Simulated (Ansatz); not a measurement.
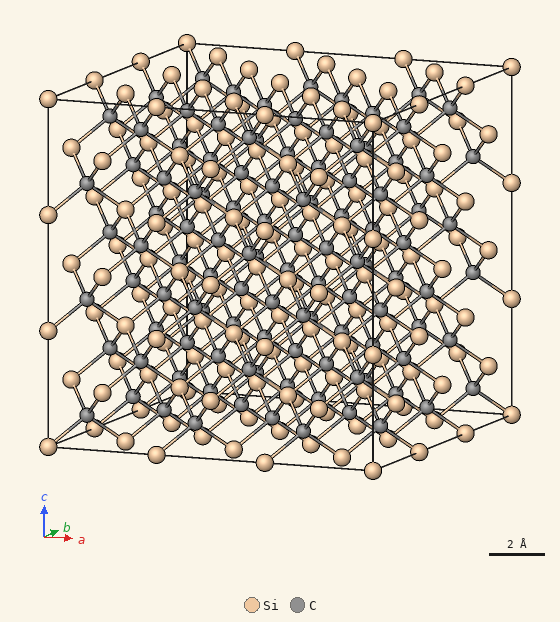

Fig. 1: The structure (ball-and-stick view of the cell of the calculation, seen slightly off an axis). Near neighbours in the crystal (not all of them lie inside the picture): Si has 4 C at 1.89 Å; C has 4 Si at 1.89 Å.

Single-point calculation, with input and output: Si₁₀₈C₁₀₈ (part 1 of 3)

The run: single-point calculation of Si₁₀₈C₁₀₈ (F-43m, 216 atoms in the cell). Method and program: DFT, HSE06, PAW, plane waves (Ansatz 0.2.0).

The structure was built on a prototype by a generator.

Output
```
Pseudopotentials: kind: paw
Functional definition: HSE06
  parameter a = 0.25
  parameter omega = 0.11/bohr
  exchange = pbe_x - a*pbe_x_sr(omega) + a*exact_x_sr(omega)
  correlation = pbe_c
Crystal: 216 atoms, lattice volume = 2232.968 Å³
Basis set: ecut = 420 eV, 43723 PW (Γ), exchange–correlation on 180×180×180 points (8 copies of the dense FFT grid, shifted against one another)
Bands: 648, of which v1, the nominal top of the filled ones, is band 432 counted from 1 (431 counted from 0)
Symmetry: 1 space group operations
k-points: 1
Non-local potential: Si, projectors of the file, l = 0: 2, l = 1: 2, l = 2: 2
Non-local potential: C, projectors of the file, l = 0: 2, l = 1: 2, l = 2: 1
PAW form: soft (Blöchl's): semilocal exchange-correlation on the pseudo side does not see the compensation charge
PAW frozen core: Si, regenerated for the run's functional, and the local potential with it (the file was generated under x = pbe(κ = 0.804, μ = 0.2195149727645171), c = pbe(β = 0.06672455060314922))
PAW frozen core: C, regenerated for the run's functional, and the local potential with it (the file was generated under x = pbe(κ = 0.804, μ = 0.2195149727645171), c = pbe(β = 0.06672455060314922))
PAW one-centre angular grid: Si, 110 points (default); XC on 64 Gauss nodes
PAW one-centre angular grid: C, 110 points (default); XC on 64 Gauss nodes
Initial density: superposition of atomic densities (neutral atoms: chi_scale 0, normalization atom), corrected by the library's trained network
Initial wavefunctions: pseudopotential atomic-orbital guess
Functional: x = pbe(κ = 0.804, μ = 0.2195149727645171), c = pbe(β = 0.06672455060314922), warm-up for x = pbe(κ = 0.804, μ = 0.2195149727645171) + 0.25 (exact − pbe) at short range (hse, ω = 0.20786987370883472 Å⁻¹), c = pbe(β = 0.06672455060314922); HSE06 as pw.x's `hse` composes it (authors' and Libxc's form: `xc: wpbeh`)
SCF iter   1: F=—  HF=-95812.476497 eV  |F-HF|=—  |Δ(HF+E_count)|=         —  Δρ=1.92e-3  dr2=7.53e-2  ethr=1.77e-3  ⟨swp⟩=20.0  Hψ=3508  notcnv=1
preconditioner: auto → none  [insulator: Δε(μ)=1.906 eV  Ē_g=11.950 eV  σ=0.010 eV  W_gap=1.00  n_scr=460 (ndim 8)  ℏωp=23.1 eV  f_vac=0.000  D(μ)=0.00/eV (n_scr^D=0)]
iter 2 solved again at ethr=4.63e-7 eV; its pass at ethr=8.72e-6 eV (dr2=4.00e-3 eV) is discarded
SCF iter   2: F=—  HF=-95812.487214 eV  |F-HF|=—  |Δ(HF+E_count)|=   1.07e-2  Δρ=6.29e-4  dr2=4.06e-3  ethr=4.63e-7  ⟨swp⟩=13.0  Hψ=3841  notcnv=0  defer=13
SCF iter   3: F=-95812.492745 eV  HF=-95812.491922 eV  |F-HF|=8.23e-4  |Δ(HF+E_count)|=   4.71e-3  Δρ=2.05e-4  dr2=3.04e-4  ethr=4.63e-7  ⟨swp⟩=20.0  Hψ=1507  notcnv=1  defer=1
SCF 1 stopped early in 3 iterations: F = -95812.492745 eV  dr2 = 3.04e-4
  greatest PAW one-centre occupation: 0.645 electrons in one spin orbital (limit 2), on the C atom at site 168 (counted from 0), in its partial waves of l = 0
Initial density: handed on by an earlier stage of this run
Initial wavefunctions: those handed on with the density
Functional: x = pbe(κ = 0.804, μ = 0.2195149727645171) + 0.25 (exact − pbe) at short range (hse, ω = 0.20786987370883472 Å⁻¹), c = pbe(β = 0.06672455060314922); HSE06 as pw.x's `hse` composes it (authors' and Libxc's form: `xc: wpbeh`)
Exchange kernel: α = 0.2500, screened, ω = 0.2079 Å⁻¹, Wigner–Seitz truncation, v(0) = 1002.8684 eV·Å³, q-mesh 1×1×1, nearest image of the exchange supercell L = 13.07 Å, pair-density grid 64×64×64, without the augmentation charges, whose exchange is taken in its separable form (sized by the pseudopotential files, 90×90×90 at the most)
Frozen-core exchange: fock
SCF iter   1: F=—  HF=-95881.450384 eV  |F-HF|=—  |Δ(HF+E_count)|=         —  Δρ=5.60e-3  dr2=4.17e-1  ethr=3.51e-7  ⟨swp⟩=13.0  Hψ=3983  notcnv=0
preconditioner: auto → none  [insulator: Δε(μ)=2.798 eV  Ē_g=13.711 eV  σ=0.010 eV  W_gap=1.00  n_scr=460 (ndim 8)  ℏωp=23.1 eV  f_vac=0.000  D(μ)=0.00/eV (n_scr^D=0)]
SCF iter   2: F=—  HF=-95881.289523 eV  |F-HF|=—  |Δ(HF+E_count)|=   1.61e-1  Δρ=2.57e-3  dr2=9.56e-2  ethr=3.51e-7  ⟨swp⟩=4.0  Hψ=2428  notcnv=0
SCF iter   3: F=—  HF=-95881.532811 eV  |F-HF|=—  |Δ(HF+E_count)|=   2.43e-1  Δρ=6.93e-4  dr2=1.18e-2  ethr=3.51e-7  ⟨swp⟩=6.0  Hψ=2686  notcnv=0
SCF iter   4: F=—  HF=-95881.529689 eV  |F-HF|=—  |Δ(HF+E_count)|=   3.12e-3  Δρ=2.56e-4  dr2=3.36e-3  ethr=3.51e-7  ⟨swp⟩=4.0  Hψ=1712  notcnv=0
SCF iter   5: F=—  HF=-95881.529139 eV  |F-HF|=—  |Δ(HF+E_count)|=   5.50e-4  Δρ=7.74e-5  dr2=1.29e-3  ethr=2.87e-7  ⟨swp⟩=4.0  Hψ=1391  notcnv=0
SCF iter   6: F=—  HF=-95881.532168 eV  |F-HF|=—  |Δ(HF+E_count)|=   3.03e-3  Δρ=1.09e-4  dr2=2.76e-4  ethr=1.11e-7  ⟨swp⟩=6.0  Hψ=1729  notcnv=0
SCF iter   7: F=-95881.532066 eV  HF=-95881.532090 eV  |F-HF|=2.42e-5  |Δ(HF+E_count)|=   7.74e-5  Δρ=3.67e-5  dr2=5.36e-5  ethr=2.99e-8  ⟨swp⟩=3.0  Hψ=1094  notcnv=0
SCF 2 stopped early in 7 iterations: F = -95881.532066 eV  dr2 = 5.36e-5
  Residual-converged pass: ⟨swp⟩=4.0  Hψ=1811  notcnv=0  max |occ|·‖R‖ = 5.8e-6 eV (tolerance 6.7e-6 eV)  dr2=5.22e-5  dr2_onsite=3.82e-7  max |Δocc| = 0.0e0
  greatest PAW one-centre occupation: 0.646 electrons in one spin orbital (limit 2), on the C atom at site 168 (counted from 0), in its partial waves of l = 0
hybrid outer 1: dexx = +2.906e-1 eV, tail = 1.64e-4 eV
SCF iter   1: F=—  HF=-95881.529841 eV  |F-HF|=—  |Δ(HF+E_count)|=         —  Δρ=1.43e-5  dr2=2.65e-5  ethr=9.47e-8  ⟨swp⟩=11.0  Hψ=1845  notcnv=0
preconditioner: auto → none  [insulator: Δε(μ)=2.830 eV  Ē_g=13.720 eV  σ=0.010 eV  W_gap=1.00  n_scr=460 (ndim 8)  ℏωp=23.1 eV  f_vac=0.000  D(μ)=0.00/eV (n_scr^D=0)]
SCF iter   2: F=—  HF=-95881.529838 eV  |F-HF|=—  |Δ(HF+E_count)|=   3.08e-6  Δρ=5.11e-6  dr2=2.63e-6  ethr=2.88e-9  ⟨swp⟩=3.0  Hψ=1274  notcnv=0
SCF iter   3: F=—  HF=-95881.529839 eV  |F-HF|=—  |Δ(HF+E_count)|=   5.66e-7  Δρ=4.63e-6  dr2=3.79e-7  ethr=2.90e-10  ⟨swp⟩=11.0  Hψ=1651  notcnv=0  defer=6
SCF iter   4: F=-95881.529838 eV  HF=-95881.529838 eV  |F-HF|=1.87e-8  |Δ(HF+E_count)|=   6.67e-8  Δρ=2.24e-6  dr2=3.92e-8  ethr=3.79e-11  ⟨swp⟩=6.0  Hψ=1616  notcnv=0
SCF 3 converged in 4 iterations: F = -95881.529838 eV  dr2 = 3.92e-8
  Residual-converged pass: ⟨swp⟩=3.0  Hψ=1082  notcnv=0  max |occ|·‖R‖ = 4.6e-6 eV (tolerance 4.6e-6 eV)  dr2=3.86e-8  dr2_onsite=1.27e-9  max |Δocc| = 0.0e0
```

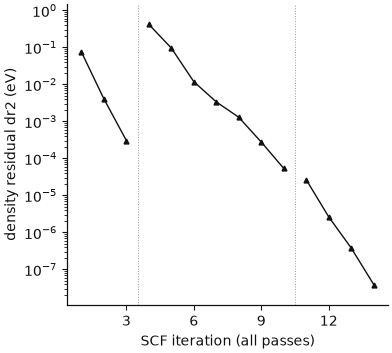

Fig. 2: Convergence of the self-consistent field: density residual dr2 against the SCF iteration. The run starts with a semilocal functional; after that each stretch between dotted lines is one SCF of the hybrid functional between two exact rebuilds of the exchange operator by the outer loop. Early passes are stopped at a loose threshold. The passes take 3, 7 and 4 iterations.

```
hybrid outer 2: dexx = +1.258e-6 eV, tail = 8.48e-8 eV, Δε = 8.56e-4 eV (about 2.97e-5 eV left of the loop's levels), ΔF = 2.25e-3 eV/Å (tail 3.12e-4)
NSCF: frozen V_eff on 1 k-points
hybrid SCF converged: 2 outer / 11 inner (+3 warm-up), last move |dexx| = 1.26e-6 eV, tail = 8.48e-8 eV
Stability not checked: this state was not tested for a lower state beside it, because the functional holds exact exchange (a hybrid, or Hartree-Fock), whose exchange loop this test does not read (fock_operator; see scf.lower_state_search)
Free energy (F): -95881.529839 eV
Harris-Foulkes:  -95881.529839 eV  (|F-HF|=1.87e-8)
Internal energy: -95881.529839 eV  (E = F + TS)
E sigma→0 (E₀):  -95881.529839 eV
Fermi energy:    10.189800 eV
--- Per-component energies (eV) ---
  E_band       = 2072.027619
  E_kinetic    = 14658.516204
  E_local      = -11148.792635  (includes V_loc(G=0)·N_el)
  E_nonlocal   = 5462.413612
  E_hartree    = 3468.881994
  E_xc         = -9258.778604
  E_vxc        = -9543.063765  (∫ρ·V_xc dr)
  E_exx        = -1641.811858  (= α·E_x^exact, valence–valence)
  E_paw        = -66648.972624  (= ΣΔE_a)
  E_vpaw       = -1011.191543  (= ΣTr[D̂ρ^β])
  E_aug_tail   = 0.001157  (compensation charges beyond the density's cutoff)
  E_ewald      = -30764.742995
  E_core_change = -8.244135  (= ΣΔE_core)
  E_smearing   = -0.000000  (= −TS)
  E_closure    = 0.000044  (closes the sum)
  Σ components = -95881.529839   (vs F -95881.529839, Δ=0.00e0)
--- Forces (eV/Å), atoms counted from 1 ---
  atom   1  Si    -0.00417020    -0.00416277    -0.00413930
  atom   2  Si    -0.00406223    -0.00413735    -0.00382968
  atom   3  Si    -0.00416095    -0.00407762    -0.00435776
  atom   4  Si    -0.00416563    -0.00385310    -0.00419733
  atom   5  Si    -0.00405328    -0.00390019    -0.00381562
  atom   6  Si    -0.00416922    -0.00388924    -0.00432290
  atom   7  Si    -0.00413504    -0.00433485    -0.00414373
  atom   8  Si    -0.00401092    -0.00429807    -0.00388845
  atom   9  Si    -0.00414377    -0.00434343    -0.00430048
  atom  10  Si    -0.00382288    -0.00416978    -0.00405805
  atom  11  Si    -0.00385534    -0.00415878    -0.00383059
  atom  12  Si    -0.00383835    -0.00408774    -0.00444950
  atom  13  Si    -0.00382687    -0.00383100    -0.00410037
  atom  14  Si    -0.00383866    -0.00386722    -0.00381373
  atom  15  Si    -0.00383686    -0.00389828    -0.00441693
  atom  16  Si    -0.00385129    -0.00433392    -0.00402425
  atom  17  Si    -0.00386559    -0.00430630    -0.00390007
  atom  18  Si    -0.00385562    -0.00434784    -0.00440776
  atom  19  Si    -0.00432871    -0.00413167    -0.00414934
  atom  20  Si    -0.00442707    -0.00411925    -0.00384761
  atom  21  Si    -0.00433060    -0.00407545    -0.00433501
  atom  22  Si    -0.00434025    -0.00386190    -0.00419868
  atom  23  Si    -0.00443208    -0.00391120    -0.00382328
  atom  24  Si    -0.00433175    -0.00391684    -0.00431064
  atom  25  Si    -0.00435505    -0.00431818    -0.00414922
  atom  26  Si    -0.00445468    -0.00430695    -0.00389538
  atom  27  Si    -0.00432805    -0.00435735    -0.00428617
  atom  28  Si    -0.00435980    -0.00436790    -0.00411845
  atom  29  Si    -0.00427425    -0.00439749    -0.00379692
  atom  30  Si    -0.00435803    -0.00434418    -0.00442015
  atom  31  Si    -0.00435021    -0.00405608    -0.00410069
  atom  32  Si    -0.00423822    -0.00405863    -0.00386314
  atom  33  Si    -0.00436245    -0.00411860    -0.00437226
  atom  34  Si    -0.00435024    -0.00393090    -0.00404825
  atom  35  Si    -0.00425514    -0.00387494    -0.00387310
  atom  36  Si    -0.00435511    -0.00385250    -0.00440537
  atom  37  Si    -0.00403549    -0.00435198    -0.00412760
  atom  38  Si    -0.00414205    -0.00438594    -0.00380828
  atom  39  Si    -0.00405260    -0.00435102    -0.00439558
  atom  40  Si    -0.00407684    -0.00406715    -0.00410285
  atom  41  Si    -0.00418024    -0.00408996    -0.00386761
  atom  42  Si    -0.00406504    -0.00415670    -0.00435613
  atom  43  Si    -0.00406798    -0.00389217    -0.00406375
  atom  44  Si    -0.00418877    -0.00385776    -0.00389182
  atom  45  Si    -0.00406900    -0.00384607    -0.00438428
  atom  46  Si    -0.00393013    -0.00436781    -0.00421099
  atom  47  Si    -0.00392014    -0.00439738    -0.00381240
  atom  48  Si    -0.00392487    -0.00434024    -0.00430891
  atom  49  Si    -0.00391647    -0.00408333    -0.00422208
  atom  50  Si    -0.00390250    -0.00410594    -0.00385655
  atom  51  Si    -0.00390925    -0.00414420    -0.00425632
  atom  52  Si    -0.00391203    -0.00388377    -0.00416595
  atom  53  Si    -0.00389981    -0.00383205    -0.00388099
  atom  54  Si    -0.00390228    -0.00384410    -0.00428407
  atom  55  Si    -0.00429924    -0.00419437    -0.00427011
  atom  56  Si    -0.00430164    -0.00410308    -0.00414971
  atom  57  Si    -0.00438224    -0.00412297    -0.00391378
  atom  58  Si    -0.00428904    -0.00384208    -0.00430769
  atom  59  Si    -0.00428910    -0.00389279    -0.00410090
  atom  60  Si    -0.00439066    -0.00385682    -0.00392723
  atom  61  Si    -0.00427676    -0.00431124    -0.00431574
  atom  62  Si    -0.00428090    -0.00431528    -0.00416497
  atom  63  Si    -0.00439398    -0.00435532    -0.00385009
  atom  64  Si    -0.00411573    -0.00416518    -0.00429648
  atom  65  Si    -0.00413453    -0.00409783    -0.00413828
  atom  66  Si    -0.00401495    -0.00410691    -0.00390500
  atom  67  Si    -0.00411383    -0.00384246    -0.00431460
  atom  68  Si    -0.00412448    -0.00391755    -0.00409300
  atom  69  Si    -0.00402391    -0.00387703    -0.00391747
  atom  70  Si    -0.00416402    -0.00430325    -0.00433291
  atom  71  Si    -0.00415209    -0.00433784    -0.00415585
  atom  72  Si    -0.00403836    -0.00434918    -0.00384435
  atom  73  Si    -0.00392110    -0.00414747    -0.00438347
  atom  74  Si    -0.00390918    -0.00407911    -0.00404444
  atom  75  Si    -0.00392237    -0.00409991    -0.00389993
  atom  76  Si    -0.00392249    -0.00389032    -0.00441466
  atom  77  Si    -0.00391753    -0.00392886    -0.00399265
  atom  78  Si    -0.00393107    -0.00387710    -0.00392920
  atom  79  Si    -0.00389959    -0.00430009    -0.00443680
  atom  80  Si    -0.00388866    -0.00432650    -0.00403134
  atom  81  Si    -0.00390378    -0.00435102    -0.00386754
  atom  82  Si    -0.00411260    -0.00440264    -0.00434566
  atom  83  Si    -0.00410342    -0.00437405    -0.00404953
  atom  84  Si    -0.00420854    -0.00434028    -0.00393866
  atom  85  Si    -0.00406075    -0.00405742    -0.00439939
  atom  86  Si    -0.00406799    -0.00411134    -0.00404520
  atom  87  Si    -0.00419372    -0.00410232    -0.00389416
  atom  88  Si    -0.00407387    -0.00389407    -0.00436308
  atom  89  Si    -0.00406791    -0.00382760    -0.00409386
  atom  90  Si    -0.00418723    -0.00389115    -0.00386915
  atom  91  Si    -0.00382964    -0.00438268    -0.00425655
  atom  92  Si    -0.00384718    -0.00437223    -0.00413662
  atom  93  Si    -0.00381645    -0.00434218    -0.00394114
  atom  94  Si    -0.00384459    -0.00403222    -0.00429190
  atom  95  Si    -0.00385067    -0.00411588    -0.00416495
  atom  96  Si    -0.00384565    -0.00410664    -0.00387421
  atom  97  Si    -0.00385381    -0.00391580    -0.00426885
  atom  98  Si    -0.00386520    -0.00384379    -0.00420572
  atom  99  Si    -0.00383494    -0.00388927    -0.00386234
  atom 100  Si    -0.00438426    -0.00438356    -0.00436165
  atom 101  Si    -0.00439132    -0.00437095    -0.00404216
  atom 102  Si    -0.00430222    -0.00433930    -0.00392717
  atom 103  Si    -0.00442189    -0.00407337    -0.00440198
  atom 104  Si    -0.00440272    -0.00415430    -0.00404008
  atom 105  Si    -0.00430919    -0.00412549    -0.00388683
  atom 106  Si    -0.00441420    -0.00385919    -0.00438283
  atom 107  Si    -0.00440369    -0.00382621    -0.00408950
  atom 108  Si    -0.00430082    -0.00386574    -0.00386177
  atom 109  C      0.00429267     0.00422583     0.00432906
  atom 110  C      0.00440115     0.00426170     0.00396329
  atom 111  C      0.00421431     0.00432427     0.00402276
  atom 112  C      0.00433377     0.00400296     0.00427051
  atom 113  C      0.00443432     0.00390476     0.00397719
  atom 114  C      0.00422688     0.00390307     0.00407980
  atom 115  C      0.00435789     0.00410522     0.00433379
  atom 116  C      0.00445935     0.00415577     0.00388027
  atom 117  C      0.00423241     0.00409650     0.00412029
  atom 118  C      0.00397369     0.00423191     0.00440331
  atom 119  C      0.00390438     0.00427544     0.00392980
```
